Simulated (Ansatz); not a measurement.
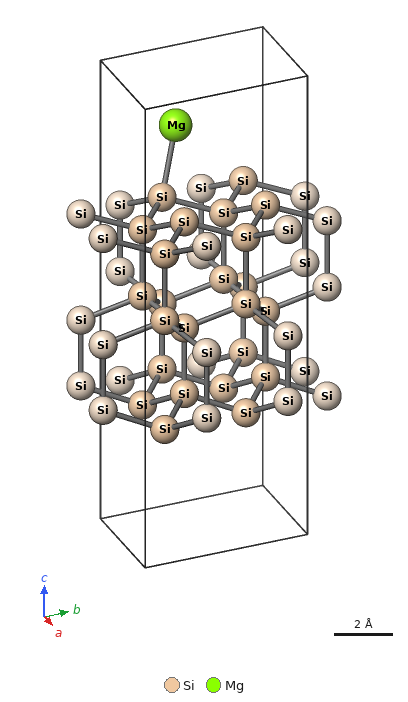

The input geometry (ball-and-stick view of the cell of the calculation, with the vacuum cut short, seen slightly off an axis; neighbours outside the cell are drawn fainter). An atom can appear more than once, as a periodic image.

Run report: MgSi₂₄, geometry relaxation (part 1 of 2)

The run: geometry relaxation of MgSi₂₄ (slab, 25 atoms in the cell). Method and program: DFT LDA, scalar-relativistic, plane waves, PAW, PAW set soft_1, no spin polarisation (Ansatz 0.2.0).

The structure derives from a Materials Project entry. The input holds or restrains some coordinates. Forces given for the steps count only the free coordinates.

## Log
```
Warning: [file] the record states the generating functional pbe (its physics header spells it `PBE`), which answers neither for hamiltonian.xc's functional nor for the lda family's — results may be inconsistent (PPs are generated against a specific XC)
Warning: [file] the record states the generating functional pbe (its physics header spells it `PBE`), which answers neither for hamiltonian.xc's functional nor for the lda family's — results may be inconsistent (PPs are generated against a specific XC)
Engine: ansatz 0.2.0, aarch64-unknown-linux-gnu
Pseudopotentials: kind: paw
Pseudopotential: Si, paw, valence charge 4, recommended cutoff 420 eV (normal), [file]
Pseudopotential: Mg, paw, valence charge 10, recommended cutoff 420 eV (normal), [file]
Functional definition: SPW92
  exchange = slater_x
  correlation = pw_c
Crystal: 25 atoms, lattice volume = 1124.106 Å³
Basis set: ecut = 420 eV, 21957 PW (Γ)
Bands: 78, of which v1, the nominal top of the filled ones, is band 53 counted from 1 (52 counted from 0)
Symmetry: 1 space group operations
Space group: P1 (ITA 1), of the structure as read, at distance tolerance 1.0e-4 Å
k-points: 20 of 36 (time reversal used)
Non-local potential: Si, projectors of the file, l = 0: 2, l = 1: 2, l = 2: 1
Non-local potential: Mg, projectors of the file, l = 0: 3, l = 1: 2, l = 2: 1
PAW form: soft (Blöchl's): semilocal exchange-correlation on the pseudo side does not see the compensation charge
PAW frozen core: Si, regenerated for the run's functional, and the local potential with it (the file was generated under x = pbe(κ = 0.804, μ = 0.2195149727645171), c = pbe(β = 0.06672455060314922))
PAW frozen core: Mg, regenerated for the run's functional, and the local potential with it (the file was generated under x = pbe(κ = 0.804, μ = 0.2195149727645171), c = pbe(β = 0.06672455060314922))
PAW one-centre angular grid: Si, 110 points (default); XC on 64 Gauss nodes
PAW one-centre angular grid: Mg, 110 points (default); XC on 64 Gauss nodes
Initial density: superposition of atomic densities (neutral atoms: chi_scale 0, normalization atom)
Initial wavefunctions: pseudopotential atomic-orbital guess
Functional: x = slater, c = lda
SCF iter   1: F=—  HF=-16504.568121 eV  |F-HF|=—  |Δ(HF+E_count)|=         —  Δρ=3.05e-2  dr2=3.04e1  ethr=3.10e-3  p=0.000 e·Å  D=2.29e-7 V/Å  ΔV_dip=-0.00 eV  dr2_dipole=8.51e0  V_vac-E_F(+/−)=6.40/6.40 eV  ⟨swp⟩=8.4  Hψ=9072  notcnv=0  defer=130
efield: sawtooth ramp at fractional position 0.8684 (placed from the atoms, in the widest stretch of the axis that holds none; the zero of the levels goes with the place), width 0.0400; the density the first Hamiltonian is built on has a dipole p = 0.000 e·Å; the dipole correction subtracts the counter field D = 2.29e-7 V/Å, which shifts the + side's vacuum level by -0.00 eV against the − side's; the planar-averaged density in the ramp window peaks in size at 2.2e-6 e/Å³
preconditioner: auto → LDOS  [metal: Δε(μ)=0.020 eV  Ē_g=7.682 eV  σ=0.050 eV  W_gap=0.22  n_scr=108 (ndim 8)  ℏωp=11.0 eV  f_vac=0.451  D(μ)=9.77/eV (n_scr^D=38)  β→1.0]
SCF iter   2: F=—  HF=-16504.625277 eV  |F-HF|=—  |Δ(HF+E_count)|=   5.72e-2  Δρ=1.89e-2  dr2=1.06e2  ethr=3.10e-3  p=1.702 e·Å  D=2.74e-1 V/Å  ΔV_dip=-6.15 eV  dr2_dipole=1.08e2  V_vac-E_F(+/−)=-0.22/5.93 eV  ⟨swp⟩=13.2  Hψ=9297  notcnv=0  defer=372  recentre
SCF iter   3: F=—  HF=-16499.436929 eV  |F-HF|=—  |Δ(HF+E_count)|=    5.19e0  Δρ=1.25e-2  dr2=1.07e1  ethr=3.10e-3  p=0.304 e·Å  D=4.89e-2 V/Å  ΔV_dip=-1.10 eV  dr2_dipole=5.45e0  V_vac-E_F(+/−)=4.69/5.78 eV  ⟨swp⟩=7.6  Hψ=4541  notcnv=0  defer=372
SCF iter   4: F=—  HF=-16498.163115 eV  |F-HF|=—  |Δ(HF+E_count)|=    1.27e0  Δρ=2.05e-3  dr2=4.36e-1  ethr=3.10e-3  p=0.275 e·Å  D=4.42e-2 V/Å  ΔV_dip=-0.99 eV  dr2_dipole=1.78e-2  V_vac-E_F(+/−)=4.23/5.22 eV  ⟨swp⟩=6.5  Hψ=2722  notcnv=0  defer=378
SCF iter   5: F=—  HF=-16498.128846 eV  |F-HF|=—  |Δ(HF+E_count)|=   3.43e-2  Δρ=1.64e-3  dr2=3.41e-1  ethr=4.11e-4  p=0.419 e·Å  D=6.74e-2 V/Å  ΔV_dip=-1.51 eV  dr2_dipole=2.85e-1  V_vac-E_F(+/−)=3.62/5.13 eV  ⟨swp⟩=6.6  Hψ=2402  notcnv=0  defer=378
SCF iter   6: F=—  HF=-16498.114657 eV  |F-HF|=—  |Δ(HF+E_count)|=   1.42e-2  Δρ=7.48e-4  dr2=4.45e-2  ethr=3.22e-4  p=0.438 e·Å  D=7.04e-2 V/Å  ΔV_dip=-1.58 eV  dr2_dipole=3.79e-2  V_vac-E_F(+/−)=3.45/5.03 eV  ⟨swp⟩=3.1  Hψ=1577  notcnv=0  defer=367
SCF iter   7: F=—  HF=-16498.111425 eV  |F-HF|=—  |Δ(HF+E_count)|=   3.23e-3  Δρ=4.81e-4  dr2=1.61e-2  ethr=4.20e-5  p=0.418 e·Å  D=6.72e-2 V/Å  ΔV_dip=-1.51 eV  dr2_dipole=6.88e-3  V_vac-E_F(+/−)=3.47/4.98 eV  ⟨swp⟩=2.9  Hψ=1876  notcnv=0  defer=362
SCF iter   8: F=—  HF=-16498.111811 eV  |F-HF|=—  |Δ(HF+E_count)|=   3.86e-4  Δρ=2.63e-4  dr2=5.27e-3  ethr=1.52e-5  p=0.401 e·Å  D=6.46e-2 V/Å  ΔV_dip=-1.45 eV  dr2_dipole=2.31e-3  V_vac-E_F(+/−)=3.52/4.97 eV  ⟨swp⟩=1.5  Hψ=1341  notcnv=0  defer=361
SCF iter   9: F=—  HF=-16498.111791 eV  |F-HF|=—  |Δ(HF+E_count)|=   1.99e-5  Δρ=6.85e-5  dr2=1.49e-4  ethr=4.98e-6  p=0.390 e·Å  D=6.28e-2 V/Å  ΔV_dip=-1.41 eV  dr2_dipole=7.03e-6  V_vac-E_F(+/−)=3.55/4.96 eV  ⟨swp⟩=1.8  Hψ=1698  notcnv=0  defer=361
SCF iter  10: F=—  HF=-16498.111787 eV  |F-HF|=—  |Δ(HF+E_count)|=   3.60e-6  Δρ=2.67e-5  dr2=4.67e-5  ethr=1.40e-7  p=0.387 e·Å  D=6.23e-2 V/Å  ΔV_dip=-1.40 eV  dr2_dipole=1.50e-5  V_vac-E_F(+/−)=3.55/4.95 eV  ⟨swp⟩=2.8  Hψ=2398  notcnv=0  defer=361
SCF iter  11: F=-16498.111767 eV  HF=-16498.111784 eV  |F-HF|=1.69e-5  |Δ(HF+E_count)|=   3.07e-6  Δρ=1.33e-5  dr2=1.34e-5  ethr=1.47e-8  p=0.386 e·Å  D=6.21e-2 V/Å  ΔV_dip=-1.39 eV  dr2_dipole=6.03e-6  V_vac-E_F(+/−)=3.55/4.94 eV  ⟨swp⟩=40.9  Hψ=25397  notcnv=0
SCF 1 converged in 11 iterations: F = -16498.111767 eV  dr2 = 1.34e-5
  greatest PAW one-centre occupation: 1.000 electrons in one spin orbital (limit 2), on the Mg atom at site 24 (counted from 0), in its partial waves of l = 0
relax step   1: F+E_penalty+E_count = -16498.11176713 eV  Δ(F+E_penalty+E_count) = +0.000e0 eV  max|allowed force component| = 1.098e-1 eV/Å  Δτ_max = 0.0000 Å  (11 SCF iters, dr2 threshold 1.56e-5 eV, accepted)
Initial density: handed on by an earlier stage of this run
Initial wavefunctions: those handed on with the density
iter 1 solved again at ethr=9.97e-7 eV; its pass at ethr=3.10e-3 eV (dr2=1.06e-3 eV) is discarded
SCF iter   1: F=—  HF=-16498.113251 eV  |F-HF|=—  |Δ(HF+E_count)|=         —  Δρ=1.33e-4  dr2=7.65e-4  ethr=9.97e-7  p=0.386 e·Å  D=6.21e-2 V/Å  ΔV_dip=-1.39 eV  dr2_dipole=3.99e-4  V_vac-E_F(+/−)=3.55/4.94 eV  ⟨swp⟩=2.5  Hψ=4307  notcnv=0  defer=315
efield: sawtooth ramp at fractional position 0.8684 (handed on by an earlier solve), width 0.0400; the density the first Hamiltonian is built on has a dipole p = 0.386 e·Å; the dipole correction subtracts the counter field D = 6.21e-2 V/Å, which shifts the + side's vacuum level by -1.39 eV against the − side's; the planar-averaged density in the ramp window peaks in size at 3.3e-6 e/Å³
preconditioner: auto → LDOS  [metal: Δε(μ)=0.003 eV  Ē_g=7.254 eV  σ=0.050 eV  W_gap=0.03  n_scr=108 (ndim 8)  ℏωp=11.0 eV  f_vac=0.459  D(μ)=12.88/eV (n_scr^D=52)  β→1.0]
SCF iter   2: F=—  HF=-16498.113172 eV  |F-HF|=—  |Δ(HF+E_count)|=   7.92e-5  Δρ=4.99e-5  dr2=3.98e-4  ethr=7.21e-7  p=0.388 e·Å  D=6.25e-2 V/Å  ΔV_dip=-1.40 eV  dr2_dipole=3.19e-4  V_vac-E_F(+/−)=3.54/4.94 eV  ⟨swp⟩=2.0  Hψ=1459  notcnv=0  defer=315
SCF iter   3: F=—  HF=-16498.113086 eV  |F-HF|=—  |Δ(HF+E_count)|=   8.54e-5  Δρ=1.64e-5  dr2=1.02e-5  ethr=3.75e-7  p=0.387 e·Å  D=6.22e-2 V/Å  ΔV_dip=-1.40 eV  dr2_dipole=2.97e-6  V_vac-E_F(+/−)=3.54/4.94 eV  ⟨swp⟩=1.1  Hψ=1225  notcnv=0  defer=315
SCF iter   4: F=—  HF=-16498.113086 eV  |F-HF|=—  |Δ(HF+E_count)|=   2.85e-7  Δρ=6.58e-6  dr2=2.16e-6  ethr=9.59e-9  p=0.386 e·Å  D=6.22e-2 V/Å  ΔV_dip=-1.40 eV  dr2_dipole=1.60e-7  V_vac-E_F(+/−)=3.54/4.94 eV  ⟨swp⟩=2.0  Hψ=2079  notcnv=0  defer=315
SCF iter   5: F=-16498.113085 eV  HF=-16498.113086 eV  |F-HF|=2.53e-7  |Δ(HF+E_count)|=   2.85e-7  Δρ=2.79e-6  dr2=3.30e-7  ethr=7.11e-10  p=0.386 e·Å  D=6.22e-2 V/Å  ΔV_dip=-1.40 eV  dr2_dipole=2.12e-8  V_vac-E_F(+/−)=3.54/4.94 eV  ⟨swp⟩=21.9  Hψ=15573  notcnv=0
SCF 2 converged in 5 iterations: F = -16498.113085 eV  dr2 = 3.30e-7
relax step   2: F+E_penalty+E_count = -16498.11308541 eV  Δ(F+E_penalty+E_count) = -1.318e-3 eV  max|allowed force component| = 4.442e-2 eV/Å  Δτ_max = 0.0169 Å  (5 SCF iters, dr2 threshold 7.54e-7 eV, accepted)
SCF iter   1: F=—  HF=-16498.113436 eV  |F-HF|=—  |Δ(HF+E_count)|=         —  Δρ=9.00e-5  dr2=3.75e-4  ethr=3.33e-6  p=0.386 e·Å  D=6.22e-2 V/Å  ΔV_dip=-1.40 eV  dr2_dipole=2.11e-4  V_vac-E_F(+/−)=3.54/4.94 eV  ⟨swp⟩=2.9  Hψ=3269  notcnv=0  defer=297
efield: sawtooth ramp at fractional position 0.8684 (handed on by an earlier solve), width 0.0400; the density the first Hamiltonian is built on has a dipole p = 0.386 e·Å; the dipole correction subtracts the counter field D = 6.22e-2 V/Å, which shifts the + side's vacuum level by -1.40 eV against the − side's; the planar-averaged density in the ramp window peaks in size at 3.5e-6 e/Å³
preconditioner: auto → LDOS  [metal: Δε(μ)=0.002 eV  Ē_g=7.254 eV  σ=0.050 eV  W_gap=0.02  n_scr=108 (ndim 8)  ℏωp=11.0 eV  f_vac=0.459  D(μ)=12.94/eV (n_scr^D=52)  β→1.0]
SCF iter   2: F=—  HF=-16498.113403 eV  |F-HF|=—  |Δ(HF+E_count)|=   3.29e-5  Δρ=3.93e-5  dr2=2.69e-4  ethr=3.54e-7  p=0.388 e·Å  D=6.25e-2 V/Å  ΔV_dip=-1.40 eV  dr2_dipole=2.19e-4  V_vac-E_F(+/−)=3.54/4.94 eV  ⟨swp⟩=1.9  Hψ=1915  notcnv=0  defer=297
SCF iter   3: F=—  HF=-16498.113403 eV  |F-HF|=—  |Δ(HF+E_count)|=   7.84e-7  Δρ=1.10e-5  dr2=2.78e-6  ethr=2.54e-7  p=0.387 e·Å  D=6.23e-2 V/Å  ΔV_dip=-1.40 eV  dr2_dipole=1.59e-10  V_vac-E_F(+/−)=3.54/4.94 eV  ⟨swp⟩=1.0  Hψ=1224  notcnv=0  defer=297
SCF iter   4: F=—  HF=-16498.113329 eV  |F-HF|=—  |Δ(HF+E_count)|=   7.34e-5  Δρ=4.29e-6  dr2=8.42e-7  ethr=2.62e-9  p=0.387 e·Å  D=6.23e-2 V/Å  ΔV_dip=-1.40 eV  dr2_dipole=2.46e-8  V_vac-E_F(+/−)=3.54/4.94 eV  ⟨swp⟩=2.5  Hψ=2299  notcnv=0  defer=297
SCF iter   5: F=—  HF=-16498.113329 eV  |F-HF|=—  |Δ(HF+E_count)|=   1.15e-7  Δρ=1.89e-6  dr2=1.66e-7  ethr=7.94e-10  p=0.387 e·Å  D=6.23e-2 V/Å  ΔV_dip=-1.40 eV  dr2_dipole=1.52e-8  V_vac-E_F(+/−)=3.54/4.94 eV  ⟨swp⟩=2.0  Hψ=2005  notcnv=0  defer=297
SCF iter   6: F=-16498.113329 eV  HF=-16498.113329 eV  |F-HF|=4.16e-8  |Δ(HF+E_count)|=   1.89e-8  Δρ=6.58e-7  dr2=3.23e-8  ethr=9.43e-11  p=0.387 e·Å  D=6.23e-2 V/Å  ΔV_dip=-1.40 eV  dr2_dipole=1.59e-8  V_vac-E_F(+/−)=3.54/4.94 eV  ⟨swp⟩=19.9  Hψ=13778  notcnv=0
SCF 3 converged in 6 iterations: F = -16498.113329 eV  dr2 = 3.23e-8
relax step   3: F+E_penalty+E_count = -16498.11332892 eV  Δ(F+E_penalty+E_count) = -2.435e-4 eV  max|allowed force component| = 2.211e-3 eV/Å  Δτ_max = 0.0115 Å  (6 SCF iters, accepted)
```

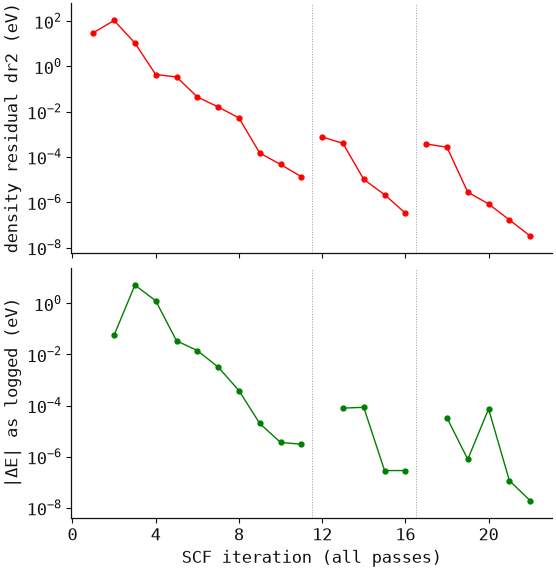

Convergence of the self-consistent field: density residual dr2 and size of the energy change against the SCF iteration. The dotted lines part the SCF passes of the relaxation: geometry steps, rejected trials and re-solves on a re-selected basis. The passes take 11, 5 and 6 iterations.

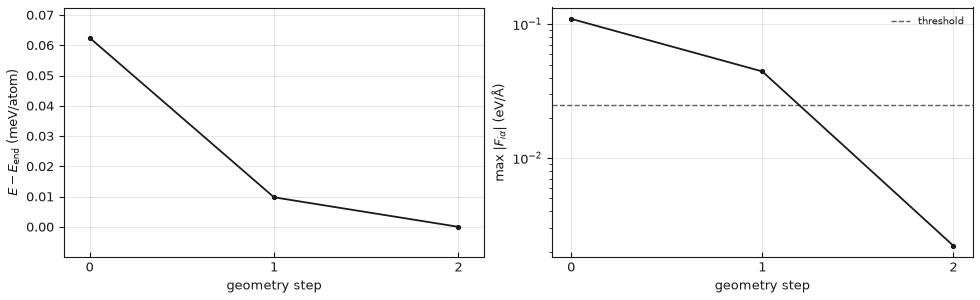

Progress of the restrained relaxation, step by step (the first geometry is step 0 here and step 1 in the log).

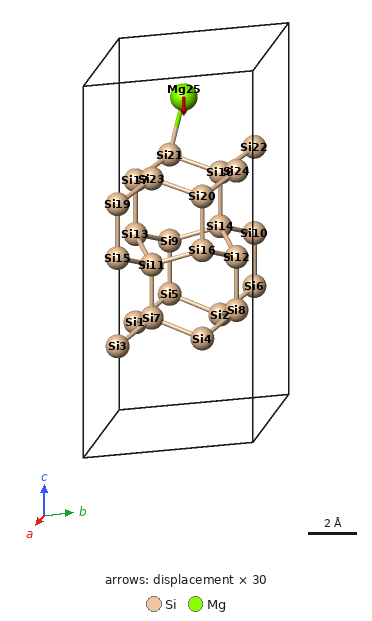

The starting structure with the displacements as red arrows, magnified 30 times (ball-and-stick view of the cell of the calculation, with the vacuum cut short, seen slightly off an axis). The largest move is that of Mg25, 0.028 Å. Si stays in place. The cell doesn't change. Distances before and after: Si21–Mg25 2.566 → 2.538 Å. After 2 geometry steps the energy has fallen by 0.1 meV per atom. Largest force component: 0.11 eV/Å at the start, 0.0022 eV/Å at the end. (Atoms are counted from 1 in the order of the input.)

```
WARN: The output density's exchange-correlation potential varies sharply where the density is thin. Do not read a vacuum level from v_tot or v_xc, or from such a field of the output density. On a cell that repeats whose density bears no net charge and no dipole along the vacuum's axis use v_es (v_loc + v_h of the components); under efield.dipole_correction with no amplitude use v_es + v_field, which holds any external_charges[].barrier, or the levels of the report's work_function block, which leave it out; under a non-zero efield.amplitude the vacuum is tilted and has no level; on a cell that repeats and bears such a dipole with no correction it is tilted too, and efield.dipole_correction with no amplitude gives each side of its ramp a level where efield: is served; in a cell that repeats whose density bears a net charge (total_charge, or a fill off its count) it is curved and has none; of a slab under crystal.periodic whose density bears no net charge use v_es, which has a level on each side, short of where the two are joined; of another it falls or rises all the way out and has none; of a slab beside external_charges read slab_vacuum_level instead, which it has where they leave it neutral. The grid or the basis barely resolves most such structure, and the values can differ between equally converged runs; as a rule a tighter scf.convergence.dr2_threshold does not remove it. Where the density itself ripples (under the LDA too) a higher basis.ecutwfc lessens it. The files hold the spikes' plane waves up to the density's cutoff. Files: v_tot_of_output_density and the like, and their columns of v_z.tsv (output.write_potential); v_xc_of_output_density and the like, and their columns of v_comp_z.tsv (output.write_potential_components). Measured: with its Gaussian average of σ = 0.25 Å subtracted twice, the exchange-correlation potential is over 0.1 eV at 65 of the grid points where the equally averaged density (valence and model cores) is under 1e-3 e/Å³, and 0.194 eV at the most among them, at an averaged density of 6.8e-6 e/Å³. The input density's (outcome.potential() and, of a run that writes arrays, v_tot and v_xc) is over 0.1 eV, so measured, at 67 points of its own thin density, 0.195 eV at the most. See output.write_potential in the manual, Limitations
SCF converged after 6 iterations
Free energy (F): -16498.113329 eV
Harris-Foulkes:  -16498.113329 eV  (|F-HF|=4.16e-8)
Internal energy: -16498.097146 eV  (E = F + TS)
E sigma→0 (E₀):  -16498.105238 eV
Entropy (-TS):   -0.016183 eV (-0.647 meV/atom)
Fermi energy:    0.392951 eV
Dipole field:    D = 0.062349 V/Å  (p = 0.387325 e·Å, saw-weighted, corrected)
Work function:   Φ+ = 3.5416 eV   Φ− = 4.9415 eV
Levels:          The Fermi level and band energies are counted from a zero that moves with the ramp; work functions are not
--- Per-component energies (eV) ---
  E_band       = -852.970034
  E_kinetic    = 1038.786244
  E_local      = -24586.285363  (includes V_loc(G=0)·N_el)
  E_nonlocal   = 773.948969
  E_hartree    = 11593.795825
  E_xc         = -1362.702537
  E_vxc        = -1176.615097  (∫ρ·V_xc dr)
  E_paw        = -11919.034900  (= ΣΔE_a)
  E_vpaw       = -94.716077  (= ΣTr[D̂ρ^β])
  E_aug_tail   = 0.000763  (compensation charges beyond the density's cutoff)
  E_efield     = 0.012075  (sawtooth field / dipole correction)
  E_vefield    = 4.318988  (∫n·V_field dr)
  E_ewald      = 7961.207359
  E_core_change = 2.174419  (= ΣΔE_core)
  E_smearing   = -0.016183  (= −TS)
  E_closure    = 0.000000  (closes the sum)
  Σ components = -16498.113329   (vs F -16498.113329, Δ=0.00e0)
--- Forces (eV/Å), atoms counted from 1 ---
  atom   1  Si     0.01039919    -0.02050481     0.56298617
  atom   2  Si     0.01241398     0.02066524     0.62321634
  atom   3  Si    -0.00472451    -0.03283183     0.57827742
  atom   4  Si    -0.01551215     0.03728793     0.33897309
  atom   5  Si     0.01270513    -0.00875093    -0.76992269
  atom   6  Si    -0.04586429    -0.01313300    -0.69448547
  atom   7  Si    -0.00647137     0.04796010    -0.71573548
  atom   8  Si     0.04651070    -0.02126950    -0.64858223
  atom   9  Si     0.00376850    -0.00006026     0.12863398
  atom  10  Si     0.01930453     0.01870120     0.16371232
  atom  11  Si    -0.00334655    -0.00122056     0.17034017
  atom  12  Si    -0.03786041     0.01976830     0.15282692
  atom  13  Si     0.03074053    -0.03009304    -0.01474879
  atom  14  Si     0.00737927     0.02493784     0.02581914
  atom  15  Si    -0.03051605    -0.03297970    -0.01115270
  atom  16  Si    -0.01085306    -0.00154127    -0.08140641
  atom  17  Si     0.21442199    -0.09276301    -0.14179120
  atom  18  Si    -0.00623683     0.24961834    -0.30953693
  atom  19  Si    -0.22478489    -0.09735358    -0.19348628
  atom  20  Si    -0.01263499    -0.00915222    -0.13612831
  atom  21  Si     0.10140230    -0.16008028    -0.04106467
  atom  22  Si     0.06606167    -0.11181830     0.40099001
  atom  23  Si     0.05114312     0.00928782     0.30680857
  atom  24  Si    -0.02255648    -0.03900387     0.30318941
  atom  25  Mg    -0.15489202     0.24433088     0.00221107
  max |Σ_I F_I| component: 5.66e-5 eV/Å
--- Band table (eV; the first three rows and the last of 20) ---
```
